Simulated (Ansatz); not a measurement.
## Single-point calculation, with input and output: GaSb$_{2}$

The run: single-point calculation of GaSb$_{2}$ (6 atoms in the cell). Method and program: DFT PBE, scalar-relativistic, plane waves, PAW, no spin polarisation (Ansatz 0.2.0).

The structure was made by swapping elements on the sites of another compound; it need not be a known phase. It belongs to a series of runs on one base structure; here: the structure that the rattled 2H molybdenite type (P6_3/mmc, No. 194) fell into.

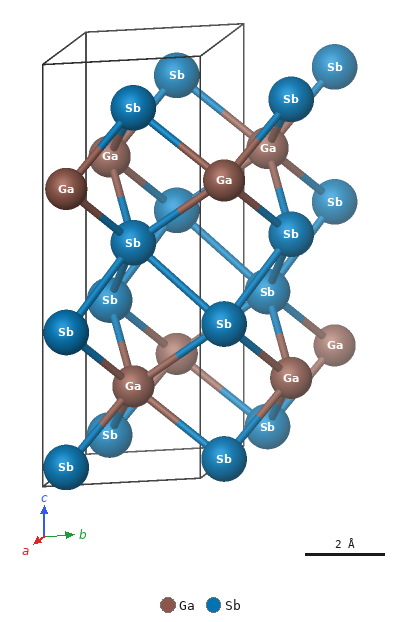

Figure 1. The structure as given in the input (ball-and-stick view of the cell of the calculation, repeated 2 × 2 × 1, seen slightly off an axis).

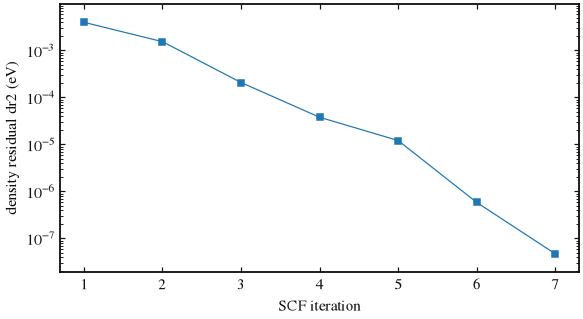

Figure 2. Convergence of the self-consistent field: density residual dr2 against the SCF iteration. The residual falls at every step.

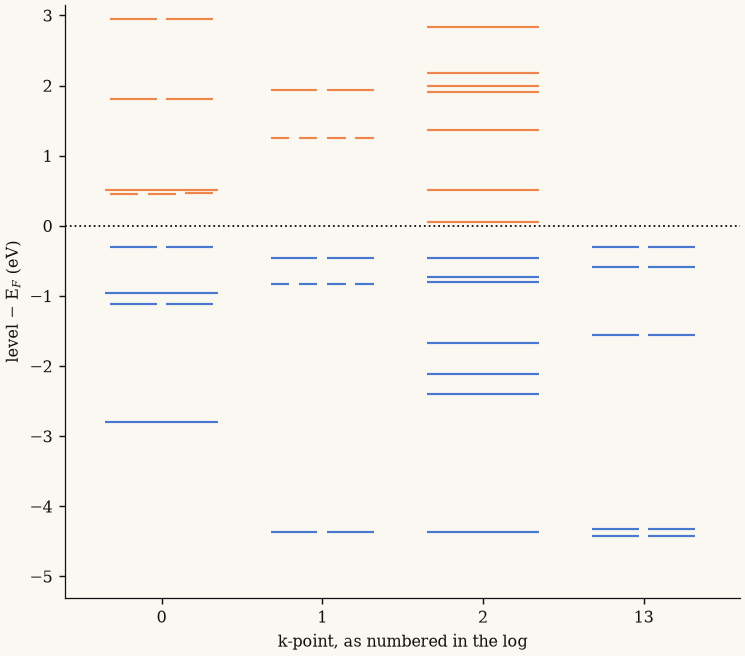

Figure 3. Kohn–Sham levels near the Fermi level (dotted) at the few k-points that the log prints; levels within 0.02 eV of each other stand side by side. The system is metallic on the full mesh.

These pictures come from the run below.

**The input**
```yaml
crystal:
  lattice:
    - [4.1587346924, 0.0, 0.0]
    - [-2.0793673462, 3.6015698912, 0.0]
    - [0.0, 0.0, 10.9965644429]
  atoms:
    - { symbol: Ga, position: [0.3333333333, 0.6666666667, 0.25] }
    - { symbol: Ga, position: [0.6666666667, 0.3333333333, 0.75] }
    - { symbol: Sb, position: [0.3333333333, 0.6666666667, 0.5901436667] }
    - { symbol: Sb, position: [0.6666666667, 0.3333333333, 0.0901436667] }
    - { symbol: Sb, position: [0.3333333333, 0.6666666667, 0.9098563333] }
    - { symbol: Sb, position: [0.6666666667, 0.3333333333, 0.4098563333] }
basis:
  ecutwfc: 420
kpoints:
  mp_grid: { grid: [6, 6, 2] }
hamiltonian:
  xc: pbe
scf:
  occupations: { method: gaussian, width: 0.1 }
  lower_state_search: "off"
output:
  forces: true
  stress: true
  eigenvalues: true
```

Launch command:
```bash
ansatz run input.yaml --threads 1 --pin off --max-ram 2560MiB --backend cpu --events-out ev --progress --plain --runs-dir out
```

**Log**
```
Engine: ansatz 0.2.0, x86_64-unknown-linux-gnu
Pseudopotentials: kind: paw
Pseudopotential: Ga, paw, valence charge 13, recommended cutoff 420 eV (normal), Ga.paw.azcp
Pseudopotential: Sb, paw, valence charge 15, recommended cutoff 420 eV (normal), Sb.paw.azcp
Functional definition: PBE
  parameter kappa = 0.804
  parameter beta = 0.06672455060314922
  exchange = pbe_x(kappa = kappa, mu = beta*pi^2/3)
  correlation = pbe_c(beta = beta)
Crystal: 6 atoms, lattice volume = 164.706 Å³
Basis set: ecut = 420 eV, 3151 PW (Γ), exchange–correlation on 60×60×150 points (8 copies of the dense FFT grid, shifted against one another)
Bands: 52, of which v1, the nominal top of the filled ones, is band 43 counted from 1 (42 counted from 0)
Symmetry: 24 space group operations
Space group: P63/mmc (ITA 194), of the structure as read, at distance tolerance 5.5e-5 Å
k-points: 14 of 72
Non-local potential: Ga, projectors of the file, l = 0: 2, l = 1: 2, l = 2: 3, l = 3: 1
Non-local potential: Sb, projectors of the file, l = 0: 2, l = 1: 2, l = 2: 2, l = 3: 2
PAW form: soft (Blöchl's): semilocal exchange-correlation on the pseudo side does not see the compensation charge
PAW one-centre angular grid: Ga, 590 points (default); XC on 64 Gauss nodes
PAW one-centre angular grid: Sb, 590 points (default); XC on 64 Gauss nodes
Initial density: superposition of atomic densities (neutral atoms: chi_scale 0, normalization atom), corrected by the library's trained network
Initial wavefunctions: pseudopotential atomic-orbital guess
Functional: x = pbe(κ = 0.804, μ = 0.2195149727645171), c = pbe(β = 0.06672455060314922)
SCF iter   1: F=—  HF=-33503.318386 eV  |F-HF|=—  |Δ(HF+E_count)|=         —  Δρ=1.75e-3  dr2=3.98e-3  ethr=1.77e-3  ⟨swp⟩=8.6  Hψ=2910  notcnv=0  defer=2
preconditioner: auto → Resta (q_TF=auto, 2.448 Å⁻¹)  ε∞=3.7  [insulator: Δε(μ)=0.220 eV  Ē_g=11.983 eV  σ=0.100 eV  W_gap=0.76  n_scr=50 (ndim 8)  ℏωp=19.6 eV  f_vac=0.005  D(μ)=1.86/eV (n_scr^D=4)  ε∞_Penn≈3.7]
SCF iter   2: F=—  HF=-33503.316815 eV  |F-HF|=—  |Δ(HF+E_count)|=   1.57e-3  Δρ=1.19e-3  dr2=1.54e-3  ethr=4.63e-6  ⟨swp⟩=2.0  Hψ=1443  notcnv=0  defer=2
SCF iter   3: F=—  HF=-33503.317547 eV  |F-HF|=—  |Δ(HF+E_count)|=   7.32e-4  Δρ=4.09e-4  dr2=2.08e-4  ethr=1.79e-6  ⟨swp⟩=2.0  Hψ=1287  notcnv=0  defer=1
automatic band count: iteration 3 solves 51 bands in place of 52: the levels show a gap, and the empty bands left out lie too high to hold charge; the band table lists the bands solved (type scf.n_extra_bands for more)
SCF iter   4: F=—  HF=-33503.317755 eV  |F-HF|=—  |Δ(HF+E_count)|=   2.08e-4  Δρ=1.81e-4  dr2=3.79e-5  ethr=2.42e-7  ⟨swp⟩=2.0  Hψ=1010  notcnv=0  defer=1
SCF iter   5: F=—  HF=-33503.317736 eV  |F-HF|=—  |Δ(HF+E_count)|=   1.86e-5  Δρ=1.06e-4  dr2=1.21e-5  ethr=4.41e-8  ⟨swp⟩=2.0  Hψ=1273  notcnv=0  defer=1
SCF iter   6: F=—  HF=-33503.317735 eV  |F-HF|=—  |Δ(HF+E_count)|=   7.47e-7  Δρ=1.92e-5  dr2=5.82e-7  ethr=1.40e-8  ⟨swp⟩=2.0  Hψ=1286  notcnv=0  defer=1
SCF iter   7: F=-33503.317736 eV  HF=-33503.317736 eV  |F-HF|=3.71e-8  |Δ(HF+E_count)|=   3.99e-7  Δρ=7.01e-6  dr2=4.68e-8  ethr=1.16e-10  ⟨swp⟩=9.4  Hψ=3283  notcnv=0
SCF 1 converged in 7 iterations: F = -33503.317736 eV  dr2 = 4.68e-8
  greatest PAW one-centre occupation: 0.996 electrons in one spin orbital (limit 2), on the Sb atom at site 5 (counted from 0), in its partial waves of l = 2
SCF converged after 7 iterations
Free energy (F): -33503.317736 eV
Harris-Foulkes:  -33503.317736 eV  (|F-HF|=3.71e-8)
Internal energy: -33503.308239 eV  (E = F + TS)
E sigma→0 (E₀):  -33503.312987 eV
Entropy (-TS):   -0.009497 eV (-1.583 meV/atom)
Fermi energy:    9.432162 eV
--- Per-component energies (eV) ---
  E_band       = -790.036426
  E_kinetic    = 1054.371941
  E_local      = -10304.500189  (includes V_loc(G=0)·N_el)
  E_nonlocal   = 2291.774200
  E_hartree    = 4727.040743
  E_xc         = -691.355154
  E_vxc        = -499.577753  (∫ρ·V_xc dr)
  E_paw        = -22270.844300  (= ΣΔE_a)
  E_vpaw       = -2786.206643  (= ΣTr[D̂ρ^β])
  E_aug_tail   = -0.000216  (compensation charges beyond the density's cutoff)
  E_ewald      = -8309.795264
  E_smearing   = -0.009497  (= −TS)
  E_closure    = 0.000000  (closes the sum)
  Σ components = -33503.317736   (vs F -33503.317736, Δ=0.00e0)
--- Forces (eV/Å), atoms counted from 1 ---
  atom   1  Ga     0.00000000    -0.00000000     0.00000000
  atom   2  Ga     0.00000000     0.00000000     0.00000000
  atom   3  Sb    -0.00000000     0.00000000     0.00548780
  atom   4  Sb     0.00000000    -0.00000000     0.00548780
  atom   5  Sb    -0.00000000     0.00000000    -0.00548780
  atom   6  Sb     0.00000000    -0.00000000    -0.00548780
  max |Σ_I F_I| component: 8.10e-18 eV/Å
--- Stress (GPa, compression-positive) ---
       -0.013071       0.000000       0.000000
       -0.000000      -0.013071       0.000000
        0.000000       0.000000       0.047920
  P = ⅓ Tr σ = 0.0073 GPa (0.073 kbar)
--- Band table (eV; the first three rows and the last of 14) ---
  k-point 0: bands = ["-19.8633", "-19.8633", "-19.8579", "-19.8579", "-19.8485", "-19.8259", "-19.8182", "-19.8182", "-19.8151", "-19.8151", "-19.8011", "-19.7781", "-19.7741", "-19.7741", "-19.7721", "-19.7721", "-19.7429", "-19.7429", "-19.7386", "-19.7386", "-5.5273", "-5.5262", "-5.5262", "-5.5255", "-5.5255", "-5.5241", "-5.5117", "-5.5117", "-5.5116", "-5.5116", "-2.7311", "-1.9572", "-0.8474", "1.5836", "3.3258", "6.6388", "8.3176", "8.3176", "8.4798", "9.1309", "9.1309", "9.8842", "9.8842", "9.8948", "9.9388", "11.2380", "11.2380", "12.3828", "12.3828", "12.6307", "13.0202"]
  k-point 1: bands = ["-19.8607", "-19.8607", "-19.8607", "-19.8607", "-19.8398", "-19.8398", "-19.8166", "-19.8166", "-19.8166", "-19.8166", "-19.7870", "-19.7870", "-19.7731", "-19.7731", "-19.7731", "-19.7731", "-19.7407", "-19.7407", "-19.7407", "-19.7407", "-5.5258", "-5.5258", "-5.5258", "-5.5258", "-5.5257", "-5.5257", "-5.5117", "-5.5117", "-5.5117", "-5.5117", "-2.4579", "-2.4579", "0.2181", "0.2181", "5.0714", "5.0714", "8.5968", "8.5968", "8.5968", "8.5968", "8.9757", "8.9757", "10.6793", "10.6793", "10.6793", "10.6793", "11.3689", "11.3689", "12.6352", "12.6352", "12.6352"]
  k-point 2: bands = ["-19.8631", "-19.8588", "-19.8576", "-19.8525", "-19.8442", "-19.8231", "-19.8184", "-19.8140", "-19.8139", "-19.8110", "-19.8023", "-19.7804", "-19.7755", "-19.7748", "-19.7735", "-19.7724", "-19.7498", "-19.7453", "-19.7428", "-19.7386", "-5.5326", "-5.5322", "-5.5272", "-5.5264", "-5.5251", "-5.5228", "-5.5146", "-5.5135", "-5.5075", "-5.5073", "-2.4501", "-1.6757", "-0.5973", "1.6989", "3.6067", "5.0689", "7.0309", "7.3144", "7.7605", "8.6286", "8.6985", "8.9669", "9.4863", "9.9475", "10.7982", "11.3400", "11.4300", "11.6051", "12.2683", "13.2523", "13.3019"]
  k-point 13: bands = ["-19.8616", "-19.8616", "-19.8277", "-19.8277", "-19.8139", "-19.8139", "-19.8087", "-19.8087", "-19.8053", "-19.8053", "-19.8018", "-19.8018", "-19.7793", "-19.7793", "-19.7790", "-19.7790", "-19.7746", "-19.7746", "-19.7435", "-19.7435", "-5.5496", "-5.5496", "-5.5347", "-5.5347", "-5.5170", "-5.5170", "-5.5152", "-5.5152", "-5.5001", "-5.5001", "-0.1684", "-0.1684", "0.5374", "0.5374", "3.3309", "3.3309", "5.0021", "5.0021", "5.1155", "5.1155", "7.8766", "7.8766", "8.8391", "8.8391", "9.1255", "9.1255", "13.0005", "13.0005", "13.5486", "13.5486", "14.8350"]
```

**Key numbers**

- outcome: converged
- space group (tolerance 0.01 Å): P6₃/mmc (194)
- electrons treated: 86
- free energy: −33503.3177 eV
- Fermi energy: 9.432 eV
- gap on the k-point mesh: none (metallic)
- pressure: 0.01 GPa
- largest force (length of the vector): 0.005 eV/Å
- hardware: 1 thread of Intel Xeon @ 2.90GHz (Ice Lake), 192 GiB of memory available, shared host
- wall time: 6.3 s
- peak memory: 0.49 GiB
